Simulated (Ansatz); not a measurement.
**From Pd to Pt**

System: Pd (1 atom in the cell).
Method of run 1: DFT PBEsol, scalar-relativistic, plane waves, PAW, no spin polarisation (Ansatz 0.2.0).
System of run 2: Pt (Fm-3m, 1 atom in the cell).

On run 1: The structure was made by swapping elements on the sites of another compound; it need not be a known phase. On run 2: The structure derives from an entry of the Crystallography Open Database. Text and figures count atoms from 1; the logs count them from 0 in places.

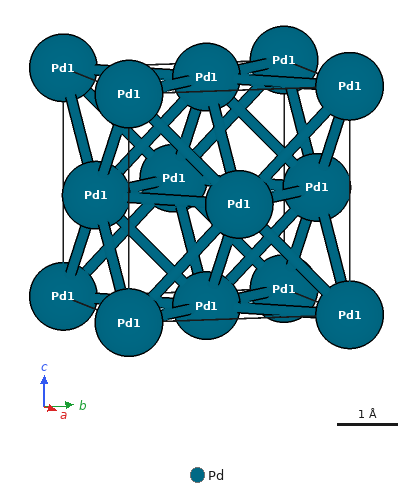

**Figure 1.** The structure as given in the input (ball-and-stick view of the cell 4 times as large as that of the calculation, set on its symmetry axes, seen slightly off an axis; atoms are numbered from 1 in the order of the input). An atom can appear more than once, as a periodic image.

## The input, run 1
```yaml
crystal:
  lattice:
    - [0.0, 1.9391614227, 1.9391614227]
    - [1.9391614227, 0.0, 1.9391614227]
    - [1.9391614227, 1.9391614227, 0.0]
  atoms:
    - { symbol: Pd, position: [0.0, 0.0, 0.0] }
basis:
  ecutwfc: 420
kpoints:
  mp_grid: { grid: [18, 18, 18] }
hamiltonian:
  xc: pbesol
scf:
  occupations: { method: gaussian, width: 0.1 }
output:
  forces: true
  stress: true
  eigenvalues: true
relax:
  adjacent_minimum: "off"
  f_tol: 0.01
  max_steps: 60
  cell: { stress_tol: 0.1 }
```

Command:
```bash
ansatz run input.yaml --threads 1 --pin off --max-ram 2560MiB --backend cpu --events-out ev --progress --plain --runs-dir out
```

Hardware: 1 thread of AMD EPYC (Zen 3), 189 GiB of memory available, shared host.

## Output, shortened to warnings, some set-up lines, iterations and results (run 1)
```
Basis set: ecut = 420 eV, 283 PW (Γ), exchange–correlation on 40×40×40 points (8 copies of the dense FFT grid, shifted against one another)
Symmetry: 48 space group operations
k-points: 195 of 5832
Initial density: superposition of atomic densities (neutral atoms: chi_scale 0, normalization atom), corrected by the library's trained network
[...]
SCF iter   1: F=—  HF=-6906.658612 eV  |F-HF|=—  |Δ(HF+E_count)|=         —  Δρ=9.89e-3  dr2=1.16e-2  ethr=1.77e-3  ⟨swp⟩=5.0  Hψ=14643  notcnv=0
SCF iter   2: F=—  HF=-6906.655518 eV  |F-HF|=—  |Δ(HF+E_count)|=   3.09e-3  Δρ=2.69e-3  dr2=6.54e-4  ethr=6.42e-5  ⟨swp⟩=1.0  Hψ=4122  notcnv=0
SCF iter   3: F=—  HF=-6906.655354 eV  |F-HF|=—  |Δ(HF+E_count)|=   1.64e-4  Δρ=6.17e-4  dr2=1.17e-5  ethr=3.64e-6  ⟨swp⟩=2.4  Hψ=3360  notcnv=0
SCF iter   4: F=—  HF=-6906.655358 eV  |F-HF|=—  |Δ(HF+E_count)|=   3.94e-6  Δρ=6.77e-5  dr2=3.33e-7  ethr=6.53e-8  ⟨swp⟩=2.3  Hψ=3497  notcnv=0
SCF iter   5: F=-6906.655358 eV  HF=-6906.655358 eV  |F-HF|=1.79e-9  |Δ(HF+E_count)|=   1.95e-7  Δρ=6.85e-6  dr2=2.30e-9  ethr=1.85e-9  ⟨swp⟩=2.0  Hψ=4111  notcnv=0
[... 15 lines ...]
SCF iter   2: F=—  HF=-6906.655418 eV  |F-HF|=—  |Δ(HF+E_count)|=   3.65e-8  Δρ=1.94e-5  dr2=1.84e-8  ethr=4.98e-10  ⟨swp⟩=1.4  Hψ=2854  notcnv=0
SCF iter   3: F=—  HF=-6906.655418 eV  |F-HF|=—  |Δ(HF+E_count)|=   2.43e-9  Δρ=8.08e-6  dr2=9.65e-9  ethr=1.02e-10  ⟨swp⟩=2.0  Hψ=4051  notcnv=0
SCF iter   4: F=-6906.655418 eV  HF=-6906.655418 eV  |F-HF|=1.82e-12  |Δ(HF+E_count)|=   2.41e-9  Δρ=6.61e-7  dr2=1.29e-11  ethr=1.00e-12  ⟨swp⟩=3.6  Hψ=10339  notcnv=0
SCF 4 converged in 4 iterations: F = -6906.655418 eV  dr2 = 1.29e-11
relax step   4: F+E_penalty+E_count = -6906.65541804 eV  Δ(F+E_penalty+E_count) = +1.163e-5 eV  max|allowed force component| = 0.000e0 eV/Å  Δτ_max = 0.0000 Å  P = -0.001 GPa …
basis re-selected at this cell: Δ(F+E_penalty+E_count) = +1.163e-5 eV, ΔP = +0.003 GPa vs the last step (what re-selecting the basis moved, of the pressure what is left beyond the Pulay correction that the steps carried, after the strain that the cell walked since its last selection, with what the …
SCF converged after 4 iterations
Free energy (F): -6906.655418 eV
Harris-Foulkes:  -6906.655418 eV  (|F-HF|=1.82e-12)
Internal energy: -6906.643950 eV  (E = F + TS)
E sigma→0 (E₀):  -6906.649684 eV
Entropy (-TS):   -0.011468 eV (-11.468 meV/atom)
Fermi energy:    20.032702 eV
--- Per-component energies (eV) ---
  E_band       = -133.402832
  E_kinetic    = 513.627393
  E_local      = -1728.839299  (includes V_loc(G=0)·N_el)
  E_nonlocal   = 219.171817
  E_hartree    = 701.739289
  E_xc         = -167.830785
  E_vxc        = -211.372791  (∫ρ·V_xc dr)
  E_paw        = -3684.748417  (= ΣΔE_a)
  E_vpaw       = -329.468810  (= ΣTr[D̂ρ^β])
  E_aug_tail   = 0.000243  (compensation charges beyond the density's cutoff)
  E_ewald      = -2760.066716
  E_core_change = 0.302524  (= ΣΔE_core)
  E_smearing   = -0.011468  (= −TS)
  E_closure    = 0.000000  (closes the sum)
  Σ components = -6906.655418   (vs F -6906.655418, Δ=0.00e0)
--- Forces (eV/Å), atoms counted from 1 ---
  atom   1  Pd    -0.00000000    -0.00000000    -0.00000000
  max |Σ_I F_I| component: 1.54e-32 eV/Å
--- Stress (GPa, compression-positive) ---
       -0.000808      -0.000000      -0.000000
       -0.000000      -0.000808      -0.000000
       -0.000000       0.000000      -0.000808
  P = ⅓ Tr σ = -0.0008 GPa (-0.008 kbar)
--- Relaxed structure (3 steps of the walk, 3 accepted, 1 SCFs on fresh bases) ---
  F+E_penalty+E_count = -6906.65541804 eV   max|allowed force component| = 0.000e0 eV/Å   (the final SCF, on the basis selected at the relaxed cell)
  cell:  # Å, volume = 14.5466 Å³
    - [1.0190744065791179e-34, 1.9375080438408272, 1.9375080438408272]
    - [1.9375080438408272, -8.916901057567281e-35, 1.9375080438408272]
    - [1.9375080438408272, 1.9375080438408272, -1.4012273090462871e-34]
  atoms:
    - { symbol: Pd, position: [0.0, 0.0, 0.0] }
```

For run 2 the input was changed thus:
```diff
-    - [0.0, 1.9391614227, 1.9391614227]
-    - [1.9391614227, 0.0, 1.9391614227]
-    - [1.9391614227, 1.9391614227, 0.0]
+    - [0.0, 1.9579, 1.9579]
+    - [1.9579, 0.0, 1.9579]
+    - [1.9579, 1.9579, 0.0]
-    - { symbol: Pd, position: [0.0, 0.0, 0.0] }
+    - { symbol: Pt, position: [0.0, 0.0, 0.0] }
-  f_tol: 0.01
-  max_steps: 60
-  cell: { stress_tol: 0.1 }
+  f_tol: 0.005
+  max_steps: 80
+  cell: { stress_tol: 0.05 }
```

How does run 2 compare with run 1?

The total energies belong to different systems, so their difference says nothing on which is more stable or more accurate. The volume per atom goes from 14.55 to 15.04 Å³. The SCF takes 18 iterations over all geometry steps against 17.

## Output, shortened to warnings, some set-up lines, iterations and results (run 2)
```
Basis set: ecut = 420 eV, 283 PW (Γ), exchange–correlation on 40×40×40 points (8 copies of the dense FFT grid, shifted against one another)
Symmetry: 48 space group operations
k-points: 195 of 5832
Initial density: superposition of atomic densities (neutral atoms: chi_scale 0, normalization atom), corrected by the library's trained network
[...]
SCF iter   1: F=—  HF=-12383.823274 eV  |F-HF|=—  |Δ(HF+E_count)|=         —  Δρ=6.88e-3  dr2=5.63e-3  ethr=1.77e-3  ⟨swp⟩=5.0  Hψ=13969  notcnv=0
SCF iter   2: F=—  HF=-12383.821726 eV  |F-HF|=—  |Δ(HF+E_count)|=   1.55e-3  Δρ=3.15e-3  dr2=1.08e-3  ethr=3.13e-5  ⟨swp⟩=1.3  Hψ=4261  notcnv=0
SCF iter   3: F=—  HF=-12383.821484 eV  |F-HF|=—  |Δ(HF+E_count)|=   2.42e-4  Δρ=3.90e-4  dr2=8.94e-6  ethr=5.99e-6  ⟨swp⟩=2.0  Hψ=3441  notcnv=0
SCF iter   4: F=—  HF=-12383.821490 eV  |F-HF|=—  |Δ(HF+E_count)|=   6.27e-6  Δρ=7.29e-5  dr2=2.04e-7  ethr=4.97e-8  ⟨swp⟩=2.6  Hψ=4185  notcnv=0
SCF iter   5: F=-12383.821490 eV  HF=-12383.821490 eV  |F-HF|=5.83e-9  |Δ(HF+E_count)|=   1.17e-7  Δρ=8.77e-6  dr2=9.52e-9  ethr=1.13e-9  ⟨swp⟩=2.5  Hψ=4278  notcnv=0
[... 16 lines ...]
SCF iter   1: F=—  HF=-12383.821528 eV  |F-HF|=—  |Δ(HF+E_count)|=         —  Δρ=4.08e-6  dr2=4.33e-10  ethr=2.52e-8  ⟨swp⟩=2.8  Hψ=20253  notcnv=0
SCF iter   2: F=—  HF=-12383.821529 eV  |F-HF|=—  |Δ(HF+E_count)|=   9.39e-7  Δρ=1.89e-6  dr2=7.75e-11  ethr=2.40e-12  ⟨swp⟩=2.1  Hψ=4356  notcnv=0
SCF iter   3: F=-12383.821529 eV  HF=-12383.821529 eV  |F-HF|=1.82e-12  |Δ(HF+E_count)|=  1.82e-11  Δρ=2.34e-7  dr2=2.57e-12  ethr=1.00e-12  ⟨swp⟩=4.1  Hψ=10336  notcnv=0
SCF 4 converged in 3 iterations: F = -12383.821529 eV  dr2 = 2.57e-12
relax step   4: F+E_penalty+E_count = -12383.82152918 eV  Δ(F+E_penalty+E_count) = -9.443e-6 eV  max|allowed force component| = 0.000e0 eV/Å  Δτ_max = 0.0000 Å  P = -0.004 …
basis re-selected at this cell: Δ(F+E_penalty+E_count) = -9.443e-6 eV, ΔP = -0.001 GPa vs the last step (what re-selecting the basis moved, of the pressure what is left beyond the Pulay correction that the steps carried, after the strain that the cell walked since its last selection, with what the …
SCF converged after 3 iterations
Free energy (F): -12383.821529 eV
Harris-Foulkes:  -12383.821529 eV  (|F-HF|=1.82e-12)
Internal energy: -12383.810928 eV  (E = F + TS)
E sigma→0 (E₀):  -12383.816228 eV
Entropy (-TS):   -0.010602 eV (-10.602 meV/atom)
Fermi energy:    23.322180 eV
--- Per-component energies (eV) ---
  E_band       = -130.479410
  E_kinetic    = 638.050257
  E_local      = -1459.162962  (includes V_loc(G=0)·N_el)
  E_nonlocal   = 202.911694
  E_hartree    = 540.634519
  E_xc         = -260.485936
  E_vxc        = -302.605296  (∫ρ·V_xc dr)
  E_paw        = -9316.301612  (= ΣΔE_a)
  E_vpaw       = -290.942404  (= ΣTr[D̂ρ^β])
  E_aug_tail   = 0.000198  (compensation charges beyond the density's cutoff)
  E_ewald      = -2729.744068
  E_core_change = 0.286981  (= ΣΔE_core)
  E_smearing   = -0.010602  (= −TS)
  E_closure    = 0.000000  (closes the sum)
  Σ components = -12383.821529   (vs F -12383.821529, Δ=0.00e0)
--- Forces (eV/Å), atoms counted from 1 ---
  atom   1  Pt    -0.00000000    -0.00000000    -0.00000000
  max |Σ_I F_I| component: 4.93e-32 eV/Å
--- Stress (GPa, compression-positive) ---
       -0.003777      -0.000000      -0.000000
       -0.000000      -0.003777      -0.000000
       -0.000000      -0.000000      -0.003777
  P = ⅓ Tr σ = -0.0038 GPa (-0.038 kbar)
--- Relaxed structure (3 steps of the walk, 2 accepted, 1 SCFs on fresh bases) ---
  F+E_penalty+E_count = -12383.82152918 eV   max|allowed force component| = 0.000e0 eV/Å   (the final SCF, on the basis selected at the relaxed cell)
  cell:  # Å, volume = 15.0367 Å³
    - [3.1846075205597443e-35, 1.959030345233514, 1.959030345233514]
    - [1.959030345233514, 7.006136545231437e-35, 1.959030345233514]
    - [1.959030345233514, 1.959030345233514, 0.0]
  atoms:
    - { symbol: Pt, position: [0.0, 0.0, 0.0] }
```

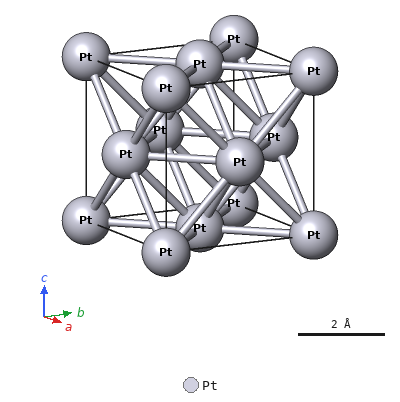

**Figure 2.** The input structure of run 2 (ball-and-stick view of the cell 4 times as large as that of the calculation, set on its symmetry axes, seen at an oblique angle). An atom can appear more than once, as a periodic image.

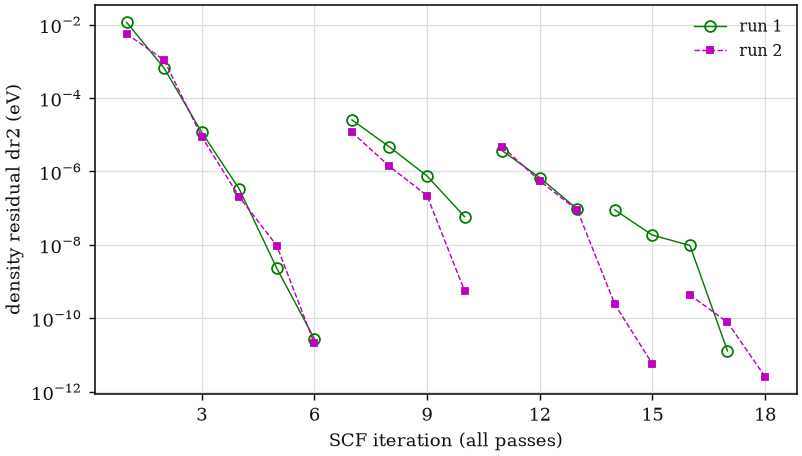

**Figure 3.** Convergence of the two runs: density residual dr2 against the SCF iteration. A break in a curve parts two SCF passes. Run 1 takes 17 iterations in all, and run 2 takes 18.

## The two runs side by side

| quantity | run 1 | run 2 |
| --- | --- | --- |
| outcome | converged | converged |
| free energy per atom (eV) | −6906.6554 | −12383.8215 |
| energy per atom, smearing taken to zero (eV) | −6906.6497 | −12383.8162 |
| gap on the mesh (eV) | 0.00 | 0.00 |
| pressure (GPa) | 0.00 | 0.00 |
| volume per atom (Å³) | 14.55 | 15.04 |
| largest force (eV/Å) | 0.000 | 0.000 |
| SCF iterations | 17 | 18 |
| irreducible k-points | 195 | 195 |
| wall time (shared host) | 19 s | 20 s |

For run 2: Spin–orbit coupling is left out, which matters for Pt.
